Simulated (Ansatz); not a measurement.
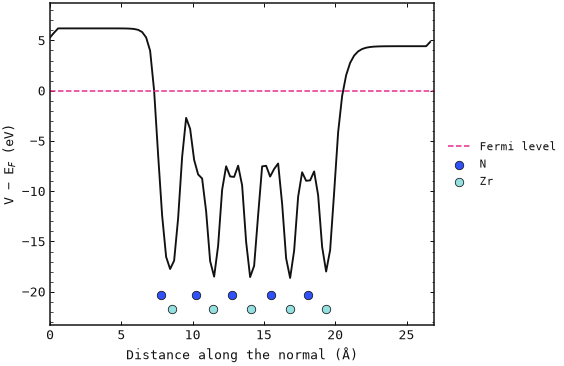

Plane-averaged electrostatic potential energy of an electron across the slab; circles at the bottom mark the heights of the atoms (positions after relaxation).

System: a (111) slab cut from ZrN (Fm-3m), ended by Zr above and N below, 10 atoms in the cell. Starting structure of the relaxation:

```yaml
crystal:
  lattice:
    - [3.24891, 0.00000, 0.00000]
    - [-1.62445, 2.81364, 0.00000]
    - [0.00000, 0.00000, 26.93726]
  atoms:
    - { symbol: N, position: [0.33333, 0.66667, 0.27842] }
    - { symbol: Zr, position: [0.66667, 0.33333, 0.32766] }
    - { symbol: N, position: [0.00000, 0.00000, 0.37690] }
    - { symbol: Zr, position: [0.33333, 0.66667, 0.42614] }
    - { symbol: N, position: [0.66667, 0.33333, 0.47538] }
    - { symbol: Zr, position: [0.00000, 0.00000, 0.52462] }
    - { symbol: N, position: [0.33333, 0.66667, 0.57386] }
    - { symbol: Zr, position: [0.66667, 0.33333, 0.62310] }
    - { symbol: N, position: [0.00000, 0.00000, 0.67234] }
    - { symbol: Zr, position: [0.33333, 0.66667, 0.72158] }
```

Ansatz 0.2.0; DFT PBE, scalar-relativistic, plane waves, PAW, no spin polarisation, 12×12×1 k mesh, 420 eV cutoff.

Q: What is the work function?

A: The work function is 4.43 eV at the right face and 6.20 eV at the left.

Q: Do the two faces differ, and what does that say about the slab's dipole?

A: The vacuum level is 1.77 eV higher at the left than at the right, so the slab carries a dipole along its normal; the ramp in the vacuum, at or near the edge of the plot, is the dipole correction that keeps each side flat.

The electron count is odd and the run has no spin polarisation, so a magnetic state may lie lower.
